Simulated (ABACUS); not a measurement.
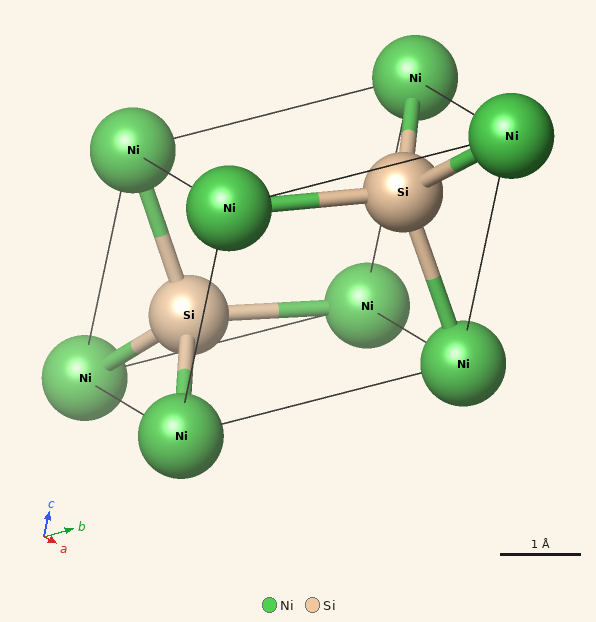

*The structure as given in the input (ball-and-stick view of the cell of the calculation, seen slightly off an axis). An atom can appear more than once, as a periodic image.*

**Single-point calculation of NiSi$_{2}$ (part 1 of 2)**

- system: NiSi$_{2}$ (P1, 3 atoms in the cell)
- method: Kohn-Sham DFT of a periodic cell, PBEsol, PseudoDojo NC SR 0.4.1 PBEsol standard, spin-polarised (ABACUS 3.10.1)

The structure derives from an entry of the Crystallography Open Database. It belongs to a series of runs on one base structure; here: atoms moved at random by about 0.05 A.

## The input
```
INPUT_PARAMETERS
suffix              Si2Ni
calculation         scf
basis_type          pw
pseudo_dir          ./
symmetry            1
dft_functional      pbesol
ecutwfc             98
pseudo_rcut         7
nspin               2
nbands              18
ks_solver           dav
smearing_method     fd
smearing_sigma      0.00367493
scf_thr             1e-08
scf_nmax            100
mixing_type         broyden
mixing_beta         0.4
cal_force           1
cal_stress          1
kpar                4
```

## File STRU
```
ATOMIC_SPECIES
Ni 58.6934 Ni.upf
Si 28.0850 Si.upf

LATTICE_CONSTANT
1.8897261246

LATTICE_VECTORS
0.0000000000 2.7030000000 2.7030000000
2.7030000000 0.0000000000 2.7030000000
2.7030000000 2.7030000000 0.0000000000

ATOMIC_POSITIONS
Direct

Ni
0.0
1
0.0049260000 0.0098940000 -0.0046020000 1 1 1 mag 1

Si
0.0
2
0.7533160000 0.7508790000 0.7664170000 1 1 1 mag 0
0.2446960000 0.2529610000 0.2551780000 1 1 1 mag 0
```

## File KPT
```
K_POINTS
0
Gamma
9 9 9 0 0 0
```

Hardware: 4 threads of Intel Xeon (Granite Rapids), 192 GiB of memory available, shared host.

Launched with:
```bash
OMP_NUM_THREADS=1 mpirun -np 4 abacus > log
```

## What the program printed
```
ABACUS v3.10.1

               Atomic-orbital Based Ab-initio Computation at UStc

 ------------------------------------------------------------------------------------

 READING GENERAL INFORMATION
                           global_out_dir = OUT.Si2Ni/
                           global_in_card = INPUT
                               pseudo_dir = ./
                              orbital_dir =
                                    DSIZE = 4
                                    GSIZE = 1

 READING UNITCELL INFORMATION
                                    ntype = 2
                  lattice constant (Bohr) = 1.88973
              lattice constant (Angstrom) = 1

 READING ATOM TYPE 1
                               atom label = Ni
                      L=0, number of zeta = 1
                      L=1, number of zeta = 1
                      L=2, number of zeta = 1
             number of atom for this type = 1
               magnetization of element 1 = 1

 READING ATOM TYPE 2
                               atom label = Si
                      L=0, number of zeta = 1
                      L=1, number of zeta = 1
                      L=2, number of zeta = 1
             number of atom for this type = 2
               magnetization of element 2 = 0

                        TOTAL ATOM NUMBER = 3
DIRECT COORDINATES
    atom                   x                   y                   z     mag                  vx                  vy                  vz
taud_Ni1            0.0049260000        0.0098940000        0.9953980000  1.0000        0.0000000000        0.0000000000        0.0000000000
taud_Si1            0.7533160000        0.7508790000        0.7664170000  0.0000        0.0000000000        0.0000000000        0.0000000000
taud_Si2            0.2446960000        0.2529610000        0.2551780000  0.0000        0.0000000000        0.0000000000        0.0000000000

                          Volume (Bohr^3) = 266.541
                             Volume (A^3) = 39.4973

 Lattice vectors: (Cartesian coordinate: in unit of a_0)
                   +0              +2.703              +2.703
               +2.703                  +0              +2.703
               +2.703              +2.703                  +0
 Reciprocal vectors: (Cartesian coordinate: in unit of 2 pi/a_0)
             -0.18498            +0.18498            +0.18498
             +0.18498            -0.18498            +0.18498
             +0.18498            +0.18498            -0.18498
 The esolver type has been set to : ksdft_pw

                PAO radial cut off (Bohr) = 7

 Read in pseudopotential file is Ni.upf
                     pseudopotential type = NC
          exchange-correlation functional = PBESOL
                 nonlocal core correction = 1
                        valence electrons = 18
                                     lmax = 2
                           number of zeta = 4
                     number of projectors = 6
                           L of projector = 0
                           L of projector = 0
                           L of projector = 1
                           L of projector = 1
                           L of projector = 2
                           L of projector = 2
                PAO radial cut off (Bohr) = 7

 Read in pseudopotential file is Si.upf
                     pseudopotential type = NC
          exchange-correlation functional = PBESOL
                 nonlocal core correction = 1
                        valence electrons = 4
                                     lmax = 2
                           number of zeta = 2
                     number of projectors = 6
                           L of projector = 0
                           L of projector = 0
                           L of projector = 1
                           L of projector = 1
                           L of projector = 2
                           L of projector = 2
     initial pseudo atomic orbital number = 18
 The readin total magnetization is 1

 SETUP THE ELECTRONS NUMBER
            electron number of element Ni = 18
      total electron number of element Ni = 18
            electron number of element Si = 4
      total electron number of element Si = 8
            AUTOSET number of electrons:  = 26
                           occupied bands = 13
                                   NBANDS = 18
                                   NLOCAL = 27

%%%%%%%%%%%%%%%%%%%%%%%%%%%%%%%%%%%%%%%%%%%%%%%%%%%%%%%%%%%%%%%%%%%%%%%%%%%%%%%%%%%%%%%%%%%%%%%%%%%%%%%%%%
 Warning: the number of valence electrons in pseudopotential > 10 for Ni: [Ar] 3d8 4s2
 Pseudopotentials with additional electrons can yield (more) accurate outcomes, but may be less efficient.
 If you're confident that your chosen pseudopotential is appropriate, you can safely ignore this warning.
%%%%%%%%%%%%%%%%%%%%%%%%%%%%%%%%%%%%%%%%%%%%%%%%%%%%%%%%%%%%%%%%%%%%%%%%%%%%%%%%%%%%%%%%%%%%%%%%%%%%%%%%%%

 SETUP THE PLANE WAVE BASIS
 energy cutoff for charge/potential (unit:Ry) = 392
            fft grid for charge/potential = [ 45, 45, 45 ]
                        fft grid division = [ 1, 1, 1 ]
        big fft grid for charge/potential = [ 45, 45, 45 ]
                                     nbxx = 91125
                                     nrxx = 91125

 SETUP PLANE WAVES FOR CHARGE/POTENTIAL
                    number of plane waves = 35053
                         number of sticks = 1417

 PARALLEL PW FOR CHARGE/POTENTIAL
     PROC   COLUMNS(POT)             PW
        1           1417          35053
 --------------- sum -------------------
        1           1417          35053
                            number of |g| = 348
                                  max |g| = 35.4493
                                  min |g| = 0

----------- Double Check Mixing Parameters Begin ------------
mixing_type: broyden
mixing_beta: 0.4
mixing_gg0: 1
mixing_gg0_min: 0.1
mixing_beta_mag: 1.6
mixing_gg0_mag: 0
mixing_ndim: 8
----------- Double Check Mixing Parameters End ------------

 LATTICE VECTORS: (CARTESIAN COORDINATE: IN UNIT OF A0)
                   +0              +2.703              +2.703
               +2.703                  +0              +2.703
               +2.703              +2.703                  +0
                       right hand lattice = 1
                                   NORM_A = 3.82262
                                   NORM_B = 3.82262
                                   NORM_C = 3.82262
                           ALPHA (DEGREE) = 60
                           BETA  (DEGREE) = 60
                           GAMMA (DEGREE) = 60

 The lattice vectors have been changed (STRU_SIMPLE.cif)

(for optimal symmetric configuration:)
                             BRAVAIS TYPE = 3
                     BRAVAIS LATTICE NAME = 03. Cubic F (face-centered)
                                    ibrav = 3
                                    IBRAV = 3
                                  BRAVAIS = FACE CENTERED CUBIC
                       LATTICE CONSTANT A = 5.406
Original cell was already a primitive cell.
                        ROTATION MATRICES = 48
              PURE POINT GROUP OPERATIONS = 1
                   SPACE GROUP OPERATIONS = 1
                              POINT GROUP = C_1
               POINT GROUP IN SPACE GROUP = C_1

 SETUP K-POINTS
                                    nspin = 2
                   Input type of k points = Monkhorst-Pack(Gamma)
                                   nkstot = 729
                       right hand lattice = 1
(for reciprocal lattice: )
                             BRAVAIS TYPE = 2
                     BRAVAIS LATTICE NAME = 02. Cubic I (body-centered)
                                    ibrav = 2
                       right hand lattice = 1
(for k-lattice: )
                             BRAVAIS TYPE = 2
                     BRAVAIS LATTICE NAME = 02. Cubic I (body-centered)
                                    ibrav = 2
                       right hand lattice = 1
                        ROTATION MATRICES = 48
                               nkstot_ibz = 365
K-POINTS REDUCTION ACCORDING TO SYMMETRY
     IBZ    DIRECT_X    DIRECT_Y    DIRECT_Z  WEIGHT  ibz2bz
       1  0.00000000  0.00000000  0.00000000  0.0014       0
       2  0.11111111  0.00000000  0.00000000  0.0027       1
       3  0.22222222  0.00000000  0.00000000  0.0027       2
       4  0.33333333  0.00000000  0.00000000  0.0027       3
       5  0.44444444  0.00000000  0.00000000  0.0027       4
       6  0.00000000  0.11111111  0.00000000  0.0027       9
       7  0.11111111  0.11111111  0.00000000  0.0027      10
       8  0.22222222  0.11111111  0.00000000  0.0027      11
       9  0.33333333  0.11111111  0.00000000  0.0027      12
      10  0.44444444  0.11111111  0.00000000  0.0027      13
      11  0.44444444 -0.11111111  0.00000000  0.0027      14
      12  0.33333333 -0.11111111  0.00000000  0.0027      15
      13  0.22222222 -0.11111111  0.00000000  0.0027      16
      14 -0.11111111  0.11111111  0.00000000  0.0027      17
      15  0.00000000  0.22222222  0.00000000  0.0027      18
      16  0.11111111  0.22222222  0.00000000  0.0027      19
      17  0.22222222  0.22222222  0.00000000  0.0027      20
      18  0.33333333  0.22222222  0.00000000  0.0027      21
      19  0.44444444  0.22222222  0.00000000  0.0027      22
      20  0.44444444 -0.22222222  0.00000000  0.0027      23
      21  0.33333333 -0.22222222  0.00000000  0.0027      24
      22 -0.22222222  0.22222222  0.00000000  0.0027      25
      23 -0.11111111  0.22222222  0.00000000  0.0027      26
      24  0.00000000  0.33333333  0.00000000  0.0027      27
      25  0.11111111  0.33333333  0.00000000  0.0027      28
      26  0.22222222  0.33333333  0.00000000  0.0027      29
      27  0.33333333  0.33333333  0.00000000  0.0027      30
      28  0.44444444  0.33333333  0.00000000  0.0027      31
      29  0.44444444 -0.33333333  0.00000000  0.0027      32
      30 -0.33333333  0.33333333  0.00000000  0.0027      33
[... 335 further k points ...]

                               nkstot now = 365
[... K-POINTS DIRECT COORDINATES: 365 rows ...]

           k-point number in this process = 92
       minimum distributed K point number = 91
[... stars of the k points ...]
                             nks(nspin=2) = 184
                          nkstot(nspin=2) = 730

[... K-POINTS CARTESIAN COORDINATES: 184 rows ...]

[... K-POINTS DIRECT COORDINATES: 184 rows ...]

 SETUP PLANE WAVES FOR WAVE FUNCTIONS
     energy cutoff for wavefunc (unit:Ry) = 98
              fft grid for wave functions = [ 45, 45, 45 ]
                    number of plane waves = 5577
                         number of sticks = 421

 PARALLEL PW FOR WAVE FUNCTIONS
     PROC   COLUMNS(POT)             PW
        1            421           5577
 --------------- sum -------------------
        1            421           5577

 SETUP NONLOCAL PSEUDOPOTENTIALS IN PLANE WAVE BASIS
 Ni non-local projectors:
 projector 1 L=0
 projector 2 L=0
 projector 3 L=1
 projector 4 L=1
 projector 5 L=2
 projector 6 L=2
 Si non-local projectors:
 projector 1 L=0
 projector 2 L=0
 projector 3 L=1
 projector 4 L=1
 projector 5 L=2
 projector 6 L=2
      TOTAL NUMBER OF NONLOCAL PROJECTORS = 54

 Init Non-Local PseudoPotential table :
 Init Non-Local-Pseudopotential done.

                                     npwx = 4395

 Make real space PAO into reciprocal space.
       max mesh points in Pseudopotential = 701
     dq(describe PAO in reciprocal space) = 0.01
                                    max q = 1192

 number of pseudo atomic orbitals for Ni is 4
WARNING: norm of atomic wavefunction # 3 of atomic type Ni is 0.999993, renormalized
WARNING: norm of atomic wavefunction # 4 of atomic type Ni is 0.997817, renormalized

 number of pseudo atomic orbitals for Si is 2
WARNING: norm of atomic wavefunction # 1 of atomic type Si is 0.999877, renormalized
WARNING: norm of atomic wavefunction # 2 of atomic type Si is 0.99628, renormalized

 -------------------------------------------
 SELF-CONSISTENT
 -------------------------------------------
                                 init_chg = atomic

 PW ALGORITHM --------------- ION=   1  ELEC=   1--------------------------------
          total magnetism (Bohr mag/cell) = 0.153233
       absolute magnetism (Bohr mag/cell) = 0.229067
                        nelec for spin up = 13.0766
                      nelec for spin down = 12.9234

 Density error is 0.302935233842
                          Error Threshold = 0.01
----------------------------------------------------------
     Energy           Rydberg                 eV
----------------------------------------------------------
 E_KohnSham     -352.2517240598      -4792.6305775374
 E_Harris       -342.1232760518      -4654.8259727316
 E_Fermi        0.9391199345         12.7773822152
----------------------------------------------------------

 PW ALGORITHM --------------- ION=   1  ELEC=   2--------------------------------
          total magnetism (Bohr mag/cell) = -0.0408911108888
       absolute magnetism (Bohr mag/cell) = 0.0813886239856
                        nelec for spin up = 12.9795544446
                      nelec for spin down = 13.0204455554

 Density error is 0.433285013521
                          Error Threshold = 0.00116513551478
----------------------------------------------------------
     Energy           Rydberg                 eV
----------------------------------------------------------
 E_KohnSham     -352.2752824790      -4792.9511062738
 E_Harris       -365.5355398095      -4973.3661629155
 E_Fermi        1.0226677647         13.9141087603
----------------------------------------------------------

 PW ALGORITHM --------------- ION=   1  ELEC=   3--------------------------------
          total magnetism (Bohr mag/cell) = -0.0201504508075
       absolute magnetism (Bohr mag/cell) = 0.0318763537213
                        nelec for spin up = 12.9899247746
                      nelec for spin down = 13.0100752254

 Density error is 0.0247597011588
                          Error Threshold = 0.00116513551478
----------------------------------------------------------
     Energy           Rydberg                 eV
----------------------------------------------------------
 E_KohnSham     -352.3230063679      -4793.6004230938
 E_Harris       -350.2458362501      -4765.3390737759
 E_Fermi        0.9672726936         13.1604201526
----------------------------------------------------------
```
